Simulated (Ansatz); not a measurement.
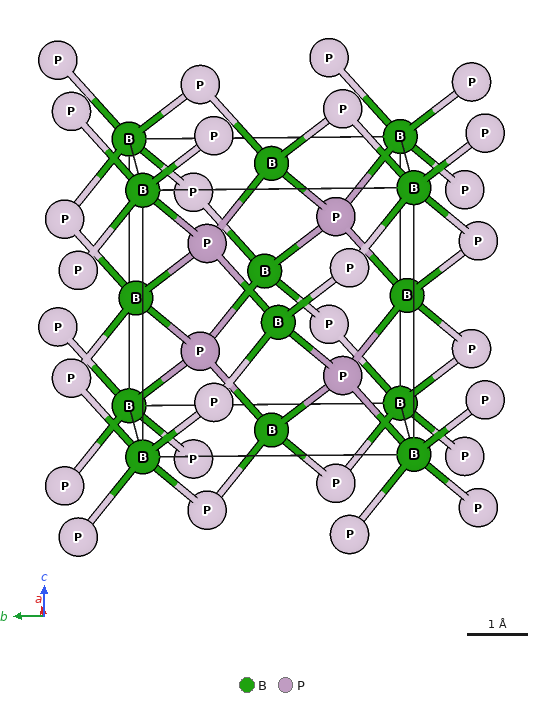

The structure as given in the input (ball-and-stick view of the cell 4 times as large as that of the calculation, set on its symmetry axes, seen at an oblique angle; neighbours outside the cell are drawn fainter). An atom can appear more than once, as a periodic image.

Single-point calculation, with input and output: BP

- system: BP (F-43m, 2 atoms in the cell)
- method: DFT, r2SCAN, dispersion d4, plane waves, PAW, no spin polarisation (Ansatz 0.2.0)

The structure derives from an entry of the Crystallography Open Database.

Log:
```
Engine: ansatz 0.2.0, aarch64-unknown-linux-gnu
Pseudopotentials: kind: paw
Pseudopotential: B, paw, valence charge 3, recommended cutoff 500 eV (meta_gga), B.paw.azcp
Pseudopotential: P, paw, valence charge 5, recommended cutoff 500 eV (meta_gga), P.paw.azcp
Functional definition: r2SCAN
  parameter k0 = 0.174
  parameter k1 = 0.065
  parameter a1 = 4.9479
  exchange = r2scan_x(k0 = k0, k1 = k1, a1 = a1)
  correlation = r2scan_c
Crystal: 2 atoms, lattice volume = 23.324 Å³
Basis set: ecut = 500 eV, 609 PW (Γ), exchange–correlation on 96×96×96 points (64 copies of the dense FFT grid, shifted against one another)
Bands: 8, of which v1, the nominal top of the filled ones, is band 4 counted from 1 (3 counted from 0)
Symmetry: 24 space group operations
Space group: F-43m (ITA 216), of the structure as read, at distance tolerance 2.9e-5 Å
k-points: 29 of 512 (time reversal used)
Non-local potential: B, projectors of the file, l = 0: 2, l = 1: 2, l = 2: 1
Non-local potential: P, projectors of the file, l = 0: 2, l = 1: 2, l = 2: 2
PAW form: soft (Blöchl's): semilocal exchange-correlation on the pseudo side does not see the compensation charge
PAW frozen core: B, regenerated for the run's functional (the file was generated under x = pbe(κ = 0.804, μ = 0.2195149727645171), c = pbe(β = 0.06672455060314922))
PAW frozen core: P, regenerated for the run's functional (the file was generated under x = pbe(κ = 0.804, μ = 0.2195149727645171), c = pbe(β = 0.06672455060314922))
PAW one-centre angular grid: B, 302 points (default); XC on 160 Gauss nodes
PAW one-centre angular grid: P, 302 points (default); XC on 160 Gauss nodes
Initial density: superposition of atomic densities (neutral atoms: chi_scale 0, normalization atom), corrected by the library's trained network
Initial wavefunctions: pseudopotential atomic-orbital guess
Functional: x = r2scan, c = r2scan; τ floored in thin density (d = 2e-4 eV/Å³)
SCF iter   1: F=—  HF=-916.916607 eV  |F-HF|=—  |Δ(HF+E_count)|=         —  Δρ=4.40e-3  dr2=2.26e-3  dr2_τ=1.32e-1  ethr=1.77e-3  ⟨swp⟩=6.3  Hψ=2195  notcnv=0
preconditioner: auto → none  [insulator: Δε(μ)=1.400 eV  Ē_g=13.625 eV  σ=0.001 eV  W_gap=1.00  n_scr=0 (ndim 8)  ℏωp=21.7 eV  f_vac=0.000  D(μ)=0.00/eV (n_scr^D=0)  ε∞_Penn≈3.5]
SCF iter   2: F=—  HF=-916.952599 eV  |F-HF|=—  |Δ(HF+E_count)|=   3.60e-2  S|Δr|=    0.00e0  Δρ=2.94e-3  dr2=9.35e-4  dr2_τ=3.89e-5  ethr=2.82e-5  ⟨swp⟩=3.0  Hψ=802  notcnv=0
SCF iter   3: F=—  HF=-916.952750 eV  |F-HF|=—  |Δ(HF+E_count)|=   1.51e-4  S|Δr|=    0.00e0  Δρ=9.62e-4  dr2=2.41e-4  dr2_τ=1.67e-5  ethr=1.17e-5  ⟨swp⟩=2.9  Hψ=461  notcnv=0
SCF iter   4: F=—  HF=-916.952689 eV  |F-HF|=—  |Δ(HF+E_count)|=   6.15e-5  S|Δr|=    0.00e0  Δρ=2.88e-4  dr2=1.06e-5  dr2_τ=6.94e-7  ethr=3.01e-6  ⟨swp⟩=2.9  Hψ=453  notcnv=0
SCF iter   5: F=—  HF=-916.952690 eV  |F-HF|=—  |Δ(HF+E_count)|=   1.25e-6  S|Δr|=    0.00e0  Δρ=4.88e-5  dr2=2.49e-7  dr2_τ=2.69e-8  ethr=1.33e-7  ⟨swp⟩=3.6  Hψ=497  notcnv=0
SCF iter   6: F=-916.952690 eV  HF=-916.952690 eV  |F-HF|=5.25e-9  |Δ(HF+E_count)|=   5.19e-8  S|Δr|=    0.00e0  Δρ=7.47e-6  dr2=5.56e-9  dr2_τ=4.84e-10  ethr=1.25e-9  ⟨swp⟩=9.3  Hψ=1581  notcnv=0
SCF 1 converged in 6 iterations: F = -916.952690 eV  dr2 = 5.56e-9
  greatest PAW one-centre occupation: 0.773 electrons in one spin orbital (limit 2), on the P atom at site 1 (counted from 0), in its partial waves of l = 0
```

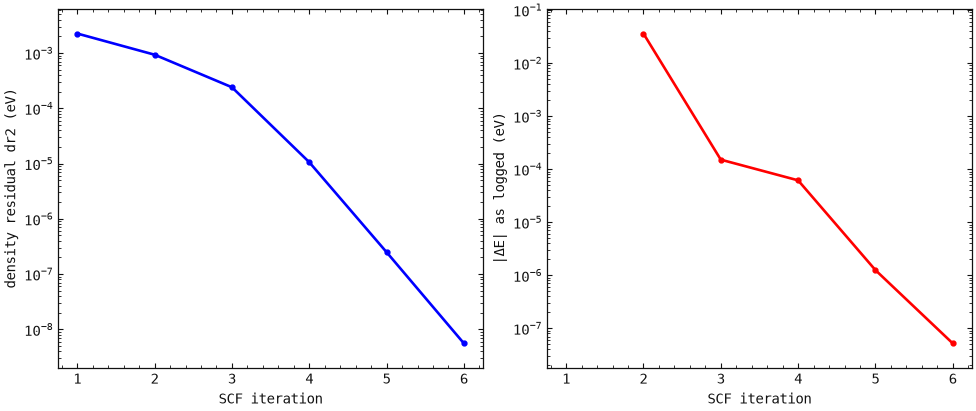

Convergence of the self-consistent field: density residual dr2 and size of the energy change against the SCF iteration. The residual falls at every step.

```
SCF converged after 6 iterations
Stability not checked: this state was not tested for a lower state beside it, because cold or Methfessel-Paxton smearing, or corrected tetrahedra, fill the levels in a way that the test cannot read (fill_not_monotonic; see scf.lower_state_search)
Free energy (F): -916.952690 eV
Harris-Foulkes:  -916.952690 eV  (|F-HF|=5.25e-9)
Internal energy: -916.952690 eV  (E = F + TS)
E sigma→0 (E₀):  -916.952690 eV
Fermi energy:    9.980845 eV
Step filling:    the computed levels leave a gap of 1.4448 eV = 1444.8 smearing widths at the electron count; against every level under it full and every level over it empty, smearing changes F+E_penalty+E_count by +0.00e0 meV and its σ→0 estimate by +0.00e0 meV
--- Per-component energies (eV) ---
  E_band       = 19.219189
  E_kinetic    = 121.540226
  E_local      = -66.709877  (includes V_loc(G=0)·N_el)
  E_nonlocal   = 44.164813
  E_hartree    = 17.033564
  E_xc         = -91.116042
  E_vxc        = -108.154664  (∫ρ·V_xc dr)
  E_paw        = -655.835237  (= ΣΔE_a)
  E_vpaw       = -10.622659  (= ΣTr[D̂ρ^β])
  E_aug_tail   = -0.000001  (compensation charges beyond the density's cutoff)
  E_vtau       = 4.934279  (kinetic-family band-sum trace: ∫τ·v_τ [+ j·A + Jᵃ·Aᵃ] dr)
  E_ewald      = -285.653462
  E_disp       = -0.267391  (pairwise vdW)
  E_core_change = -0.109284  (= ΣΔE_core)
  E_smearing   = -0.000000  (= −TS)
  E_closure    = -0.000000  (closes the sum)
  Σ components = -916.952690   (vs F -916.952690, Δ=0.00e0)
--- Forces (eV/Å), atoms counted from 1 ---
  atom   1  B     -0.00000000     0.00000000     0.00000000
  atom   2  P      0.00000000    -0.00000000     0.00000000
  max |Σ_I F_I| component: 1.85e-16 eV/Å
--- Stress (GPa, compression-positive) ---
       -1.646579      -0.000000      -0.000000
        0.000000      -1.646579       0.000000
        0.000000       0.000000      -1.646579
  P = ⅓ Tr σ = -1.6466 GPa (-16.466 kbar)
--- Band table (eV; the first three rows and the last of 29) ---
  k-point 0: bands = ["-7.0342", "9.2585", "9.2585", "9.2585", "12.8610", "12.8610", "12.8610", "17.2657"]
  k-point 1: bands = ["-6.7384", "7.2974", "8.8021", "8.8021", "13.4739", "13.4921", "13.4921", "18.0862"]
  k-point 2: bands = ["-5.8708", "4.1428", "8.0681", "8.0681", "13.5882", "14.3089", "14.3089", "19.6351"]
  k-point 28: bands = ["-1.5774", "0.6240", "3.3101", "3.5125", "15.0014", "16.4252", "17.0511", "17.1465"]
```

File rho_z.tsv:
```
# z_ang	rho[e/angstrom^3]
# format = ansatz-planar-average/11
# lattice	0.000000000	2.267713650	2.267713650
# lattice	2.267713650	0.000000000	2.267713650
# lattice	2.267713650	2.267713650	0.000000000
# sites	2
# site	5	0.000000000	0.000000000	0.000000000
# site	15	3.401570475	3.401570475	3.401570475
0.000000	4.518602e-1
0.133626	4.025215e-1
0.267253	3.549579e-1
0.400879	3.128075e-1
0.534505	2.769139e-1
0.668132	2.475661e-1
0.801758	2.255534e-1
0.935384	2.119232e-1
1.069010	2.072461e-1
1.202637	2.113410e-1
1.336263	2.232748e-1
1.469889	2.410317e-1
1.603516	2.614869e-1
1.737142	2.816697e-1
1.870768	3.009958e-1
2.004395	3.223803e-1
2.138021	3.503620e-1
2.271647	3.873289e-1
2.405274	4.309737e-1
2.538900	4.746858e-1
2.672526	5.097342e-1
2.806152	5.275948e-1
2.939779	5.226528e-1
3.073405	4.951611e-1
```

File v_z.tsv:
```
# z_ang	v_es[eV]	v_tot[eV]
# format = ansatz-planar-average/11
# xc	r2scan
# density_cutoff_ev	2000
# datasets	B=:simpson_from_first_knot:soft:shift=0	P=:simpson_from_first_knot:soft:shift=0
# lattice	0.000000000	2.267713650	2.267713650
# lattice	2.267713650	0.000000000	2.267713650
# lattice	2.267713650	2.267713650	0.000000000
# sites	2
# site	5	0.000000000	0.000000000	0.000000000
# site	15	3.401570475	3.401570475	3.401570475
0.000000	-2.213718e0	-1.533328e1
0.133626	-2.282354e-1	-1.276052e1
0.267253	1.830063e0	-1.000075e1
0.400879	3.927432e0	-7.247221e0
0.534505	6.007467e0	-4.626825e0
0.668132	7.849305e0	-2.173719e0
0.801758	9.194689e0	-2.719703e-1
0.935384	9.933422e0	7.254565e-1
1.069010	1.013095e1	9.859648e-1
1.202637	9.902486e0	7.037957e-1
1.336263	9.221954e0	-1.268098e-1
1.469889	7.961073e0	-1.655466e0
1.603516	6.098098e0	-3.941266e0
1.737142	3.801137e0	-6.668489e0
1.870768	1.379865e0	-9.582049e0
2.004395	-8.567332e-1	-1.248547e1
2.138021	-2.676346e0	-1.495687e1
2.271647	-4.004876e0	-1.689961e1
2.405274	-4.966178e0	-1.846005e1
2.538900	-5.681745e0	-1.955253e1
2.672526	-6.094229e0	-2.005810e1
2.806152	-6.016713e0	-1.990947e1
2.939779	-5.305888e0	-1.907009e1
3.073405	-3.980373e0	-1.751939e1
```

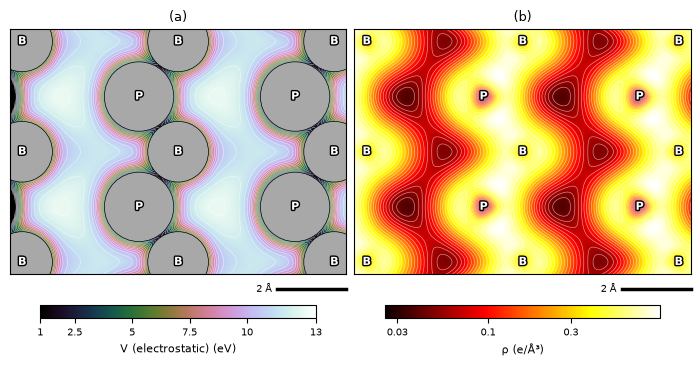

(a) electrostatic potential (local pseudopotential plus Hartree) felt by an electron; (b) valence pseudo-density on the (011) plane of the conventional cell. Grey discs, where drawn, cover atomic cores. B–P (1.96 Å): the density is about 0.91 e/Å³ at the midpoint. Away from the nuclei the density in this plane falls to 0.04 e/Å³ at its lowest. Outside the cores the potential energy rises away from the atoms and is highest about 2.0 Å from the nearest atoms; outside the discs it spans about 11 eV, and its zero is arbitrary. Core electrons are frozen (PAW), so the fields are smoothed inside the atomic spheres.

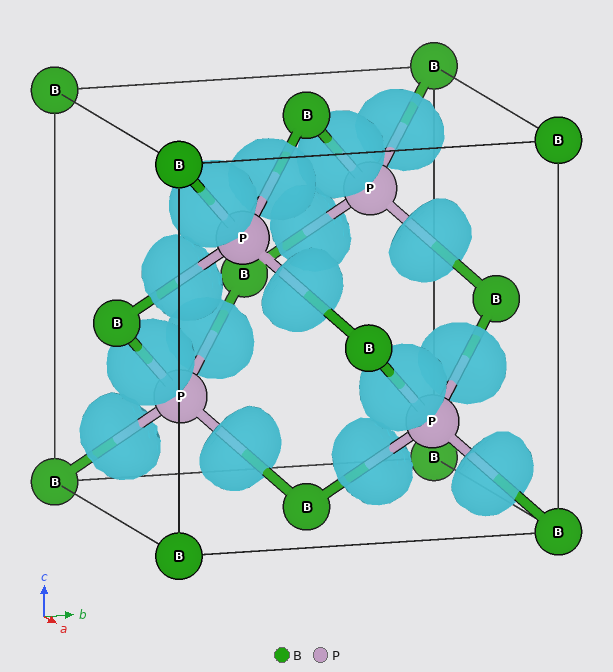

Isosurface of the ELF at 0.85 (cyan), seen slightly off an axis. Core shells and regions of very low density are left out. Sticks mark near contacts. The outline is the cell set on symmetry axes. Profiles from the grid: B–P (1.96 Å): the ELF peaks at about 0.95 between the atoms (a covalent bond).

This output came from the following input.

Input file:
```yaml
crystal:
  lattice:
    - [0.0, 2.2677136497, 2.2677136497]
    - [2.2677136497, 0.0, 2.2677136497]
    - [2.2677136497, 2.2677136497, 0.0]
  atoms:
    - { symbol: B, position: [0.0, 0.0, 0.0] }
    - { symbol: P, position: [0.75, 0.75, 0.75] }
basis:
  ecutwfc: 500
  ecutrho_ratio: 4
kpoints:
  mp_grid: { grid: [8, 8, 8] }
hamiltonian:
  xc: r2scan
  dispersion: d4
scf:
  occupations: { method: methfessel_paxton, width: 0.001 }
output:
  forces: true
  stress: true
  write_density: true
  write_potential: true
  elf: true
  volumetric_format: npy
```

Command:
```bash
ansatz run input.yaml --threads 4 --pin off --max-ram 7168MiB --backend cpu --events-out ev --progress --plain --runs-dir out
```

Key numbers:

- outcome: converged
- space group (tolerance 0.01 Å): F-43m (216)
- electrons treated: 8
- free energy: −916.9527 eV
- Fermi energy: 9.981 eV
- gap on the k-point mesh: 1.44 eV
- pressure: −1.65 GPa
- largest force (length of the vector): under 0.001 eV/Å
- hardware: 4 threads of Arm Neoverse V2, 24 GiB of memory available, shared host
- wall time: 0.83 s (CPU time 2.7 s)
- peak memory: 0.33 GiB

Remarks:

Settings chosen away from the usual ones: scf.occupations.width = null, scf.occupations.method = "tetrahedron_uncorrected", hamiltonian.dispersion = "d4", scf.occupations.method = "methfessel_paxton", scf.occupations.width = 0.001.
